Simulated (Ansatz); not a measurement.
System TiO₂ (space group P4_2/mnm, No. 136); source of the atomic positions: the end point of a relaxation with Ansatz 0.2.0, DFT, r2SCAN, plane waves, PAW.

Space group P4_2/mnm (No. 136). a = 4.597 Å, b = 4.597 Å, c = 2.954 Å, α = 90.00°, β = 90.00°, γ = 90.00°
```json
{"atom": "Ti", "site": "2a", "symmetry": "m.mm", "x": "0.0000", "y": "0.0000", "z": "0.0000"}
{"atom": "O", "site": "4f", "symmetry": "m.2m", "x": "0.3046", "y": "0.3046", "z": "0.0000"}
```

Describe how the polyhedra about Ti are linked (bonds: O–Ti below 2.2 Å).

Ti: TiO6 octahedron, sharing corners with eight neighbours and edges with two neighbours.

They form a three-dimensional framework of corner- and edge-sharing octahedra.

Centre to centre across a shared corner: 3.57 Å; across a shared edge: 2.95 Å.

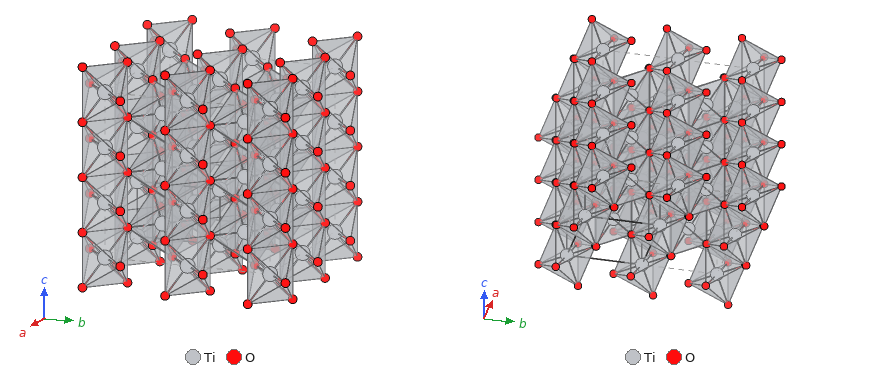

Polyhedra are drawn about Ti (bonds: O–Ti below 2.2 Å); other atoms are plain spheres. Two views of the same piece.
